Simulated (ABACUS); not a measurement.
## Run report: GaN, band-structure run (part 1 of 2)

System: GaN (2 atoms in the cell).
Method: Kohn-Sham DFT of a periodic cell, LDA, GBRV ultrasoft 1.5 LDA, no spin polarisation (ABACUS 3.10.1).

The structure derives from a Materials Project entry. It belongs to a series of runs on one base structure; here: bands on the converged density.

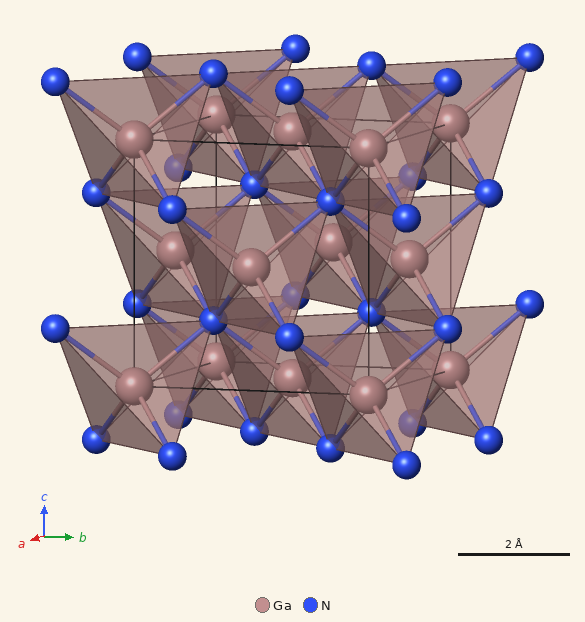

Figure 1. The input geometry (polyhedral view of the cell 4 times as large as that of the calculation, set on its symmetry axes, seen slightly off an axis; polyhedra are completed across the faces of the cell).

Input
```
INPUT_PARAMETERS
suffix              GaN
calculation         nscf
basis_type          pw
pseudo_dir          ./
symmetry            -1
dft_functional      pz
ecutwfc             40.0
pseudo_rcut         10
nspin               1
nbands              22
ks_solver           dav
smearing_method     fd
smearing_sigma      0.00367493
scf_thr             1e-08
scf_nmax            100
mixing_type         broyden
mixing_beta         0.7
ecutrho             320.0
init_chg            file
pw_diag_thr         1e-07
out_band            1
kpar                4
```

File STRU
```
ATOMIC_SPECIES
Ga 69.7230 ga_lda_v1.4.uspp.F.UPF
N 14.0070 n_lda_v1.2.uspp.F.UPF

LATTICE_CONSTANT
1.8897261246

LATTICE_VECTORS
0.0000000000 2.2535006075 2.2535006075
2.2535006075 0.0000000000 2.2535006075
2.2535006075 2.2535006075 0.0000000000

ATOMIC_POSITIONS
Direct

Ga
0.0
1
0.0000000000 0.0000000000 0.0000000000 1 1 1

N
0.0
1
0.2500000000 0.2500000000 0.2500000000 1 1 1
```

File KPT
```
K_POINTS
12
Line
0.00000000 0.00000000 0.00000000 10 // G
0.50000000 0.00000000 0.50000000 10 // X
0.50000000 0.25000000 0.75000000 10 // W
0.37500000 0.37500000 0.75000000 10 // K
0.00000000 0.00000000 0.00000000 10 // G
0.50000000 0.50000000 0.50000000 10 // L
0.62500000 0.25000000 0.62500000 10 // U
0.50000000 0.25000000 0.75000000 10 // W
0.50000000 0.50000000 0.50000000 10 // L
0.37500000 0.37500000 0.75000000 1 // K
0.62500000 0.25000000 0.62500000 10 // U
0.50000000 0.00000000 0.50000000 1 // X
```

Hardware: 4 threads of AMD EPYC (Zen 5), 16 GiB of memory available, shared host.

Command:
```bash
OMP_NUM_THREADS=1 mpirun -np 4 abacus > log
```

Log
```
ABACUS v3.10.1

               Atomic-orbital Based Ab-initio Computation at UStc

 ------------------------------------------------------------------------------------

 READING GENERAL INFORMATION
                           global_out_dir = OUT.GaN/
                           global_in_card = INPUT
                               pseudo_dir = ./
                              orbital_dir =
                                    DSIZE = 4
                                    GSIZE = 1

 READING UNITCELL INFORMATION
                                    ntype = 2
                  lattice constant (Bohr) = 1.88973
              lattice constant (Angstrom) = 1

 READING ATOM TYPE 1
                               atom label = Ga
                      L=0, number of zeta = 1
                      L=1, number of zeta = 1
                      L=2, number of zeta = 1
             number of atom for this type = 1

 READING ATOM TYPE 2
                               atom label = N
                      L=0, number of zeta = 1
                      L=1, number of zeta = 1
                      L=2, number of zeta = 1
             number of atom for this type = 1

                        TOTAL ATOM NUMBER = 2
DIRECT COORDINATES
    atom                   x                   y                   z     mag                  vx                  vy                  vz
taud_Ga1            0.0000000000        0.0000000000        0.0000000000  0.0000        0.0000000000        0.0000000000        0.0000000000
taud_N1            0.2500000000        0.2500000000        0.2500000000  0.0000        0.0000000000        0.0000000000        0.0000000000

                          Volume (Bohr^3) = 154.454
                             Volume (A^3) = 22.8877

 Lattice vectors: (Cartesian coordinate: in unit of a_0)
                   +0             +2.2535             +2.2535
              +2.2535                  +0             +2.2535
              +2.2535             +2.2535                  +0
 Reciprocal vectors: (Cartesian coordinate: in unit of 2 pi/a_0)
            -0.221877           +0.221877           +0.221877
            +0.221877           -0.221877           +0.221877
            +0.221877           +0.221877           -0.221877
 The esolver type has been set to : ksdft_pw

                PAO radial cut off (Bohr) = 10

 Read in pseudopotential file is ga_lda_v1.4.uspp.F.UPF
                     pseudopotential type = US
          exchange-correlation functional = PZ
                 nonlocal core correction = 1
                        valence electrons = 19
                                     lmax = 2
                           number of zeta = 4
                     number of projectors = 6
                           L of projector = 0
                           L of projector = 0
                           L of projector = 1
                           L of projector = 1
                           L of projector = 2
                           L of projector = 2
                PAO radial cut off (Bohr) = 10

 Read in pseudopotential file is n_lda_v1.2.uspp.F.UPF
                     pseudopotential type = US
          exchange-correlation functional = PZ
                 nonlocal core correction = 1
                        valence electrons = 5
                                     lmax = 1
                           number of zeta = 2
                     number of projectors = 4
                           L of projector = 0
                           L of projector = 0
                           L of projector = 1
                           L of projector = 1
     initial pseudo atomic orbital number = 16

 SETUP THE ELECTRONS NUMBER
            electron number of element Ga = 19
      total electron number of element Ga = 19
             electron number of element N = 5
       total electron number of element N = 5
            AUTOSET number of electrons:  = 24
                           occupied bands = 12
                                   NBANDS = 22
                                   NLOCAL = 18

%%%%%%%%%%%%%%%%%%%%%%%%%%%%%%%%%%%%%%%%%%%%%%%%%%%%%%%%%%%%%%%%%%%%%%%%%%%%%%%%%%%%%%%%%%%%%%%%%%%%%%%%%%
 Warning: the number of valence electrons in pseudopotential > 3 for Ga: [Ar] 3d10 4s2 4p1
 Pseudopotentials with additional electrons can yield (more) accurate outcomes, but may be less efficient.
 If you're confident that your chosen pseudopotential is appropriate, you can safely ignore this warning.
%%%%%%%%%%%%%%%%%%%%%%%%%%%%%%%%%%%%%%%%%%%%%%%%%%%%%%%%%%%%%%%%%%%%%%%%%%%%%%%%%%%%%%%%%%%%%%%%%%%%%%%%%%

 SETUP THE PLANE WAVE BASIS
 energy cutoff for charge/potential (unit:Ry) = 160
            fft grid for charge/potential = [ 25, 25, 25 ]
                        fft grid division = [ 1, 1, 1 ]
        big fft grid for charge/potential = [ 36, 36, 36 ]
                                     nbxx = 46656
                                     nrxx = 15625

 SETUP PLANE WAVES FOR CHARGE/POTENTIAL
                    number of plane waves = 5209
                         number of sticks = 397

 PARALLEL PW FOR CHARGE/POTENTIAL
     PROC   COLUMNS(POT)             PW
        1            397           5209
 --------------- sum -------------------
        1            397           5209
                            number of |g| = 100
                                  max |g| = 14.375
                                  min |g| = 0

 energy cutoff for dense charge/potential (unit:Ry) = 320
      fft grid for dense charge/potential = [ 36, 36, 36 ]
                                     nrxx = 46656

 SETUP PLANE WAVES FOR dense CHARGE/POTENTIAL
                    number of plane waves = 15009
                         number of sticks = 805

 PARALLEL PW FOR dense CHARGE/POTENTIAL
     PROC   COLUMNS(POT)             PW
        1            805          15009
 --------------- sum -------------------
        1            805          15009
                            number of |g| = 198
                                  max |g| = 28.8977
                                  min |g| = 0

----------- Double Check Mixing Parameters Begin ------------
mixing_type: broyden
mixing_beta: 0.7
mixing_gg0: 1
mixing_gg0_min: 0.1
mixing_ndim: 8
----------- Double Check Mixing Parameters End ------------

 SETUP K-POINTS
                                    nspin = 1
                                   nkstot = 102
K-POINTS DIRECT COORDINATES
 KPOINTS    DIRECT_X    DIRECT_Y    DIRECT_Z  WEIGHT
       1  0.00000000  0.00000000  0.00000000  1.0000
       2  0.05000000  0.00000000  0.05000000  1.0000
       3  0.10000000  0.00000000  0.10000000  1.0000
       4  0.15000000  0.00000000  0.15000000  1.0000
       5  0.20000000  0.00000000  0.20000000  1.0000
       6  0.25000000  0.00000000  0.25000000  1.0000
       7  0.30000000  0.00000000  0.30000000  1.0000
       8  0.35000000  0.00000000  0.35000000  1.0000
       9  0.40000000  0.00000000  0.40000000  1.0000
      10  0.45000000  0.00000000  0.45000000  1.0000
      11  0.50000000  0.00000000  0.50000000  1.0000
      12  0.50000000  0.02500000  0.52500000  1.0000
      13  0.50000000  0.05000000  0.55000000  1.0000
      14  0.50000000  0.07500000  0.57500000  1.0000
      15  0.50000000  0.10000000  0.60000000  1.0000
      16  0.50000000  0.12500000  0.62500000  1.0000
      17  0.50000000  0.15000000  0.65000000  1.0000
      18  0.50000000  0.17500000  0.67500000  1.0000
      19  0.50000000  0.20000000  0.70000000  1.0000
      20  0.50000000  0.22500000  0.72500000  1.0000
      21  0.50000000  0.25000000  0.75000000  1.0000
      22  0.48750000  0.26250000  0.75000000  1.0000
      23  0.47500000  0.27500000  0.75000000  1.0000
      24  0.46250000  0.28750000  0.75000000  1.0000
      25  0.45000000  0.30000000  0.75000000  1.0000
      26  0.43750000  0.31250000  0.75000000  1.0000
      27  0.42500000  0.32500000  0.75000000  1.0000
      28  0.41250000  0.33750000  0.75000000  1.0000
      29  0.40000000  0.35000000  0.75000000  1.0000
      30  0.38750000  0.36250000  0.75000000  1.0000
[... 72 further k points ...]

           k-point number in this process = 26
       minimum distributed K point number = 25

[... K-POINTS CARTESIAN COORDINATES: 26 rows ...]

[... K-POINTS DIRECT COORDINATES: 26 rows ...]

 SETUP PLANE WAVES FOR WAVE FUNCTIONS
     energy cutoff for wavefunc (unit:Ry) = 40
              fft grid for wave functions = [ 25, 25, 25 ]
                    number of plane waves = 941
                         number of sticks = 121

 PARALLEL PW FOR WAVE FUNCTIONS
     PROC   COLUMNS(POT)             PW
        1            121            941
 --------------- sum -------------------
        1            121            941

 SETUP NONLOCAL PSEUDOPOTENTIALS IN PLANE WAVE BASIS
 Ga non-local projectors:
 projector 1 L=0
 projector 2 L=0
 projector 3 L=1
 projector 4 L=1
 projector 5 L=2
 projector 6 L=2
 N non-local projectors:
 projector 1 L=0
 projector 2 L=0
 projector 3 L=1
 projector 4 L=1
      TOTAL NUMBER OF NONLOCAL PROJECTORS = 26

 Init Non-Local PseudoPotential table :
 Init Non-Local-Pseudopotential done.

                                     npwx = 684

 Make real space PAO into reciprocal space.
       max mesh points in Pseudopotential = 693
     dq(describe PAO in reciprocal space) = 0.01
                                    max q = 763

 number of pseudo atomic orbitals for Ga is 4
WARNING: norm of atomic wavefunction # 4 of atomic type Ga is 0.999973, renormalized

 number of pseudo atomic orbitals for N is 2
WARNING: norm of atomic wavefunction # 2 of atomic type N is 0.999999, renormalized
```
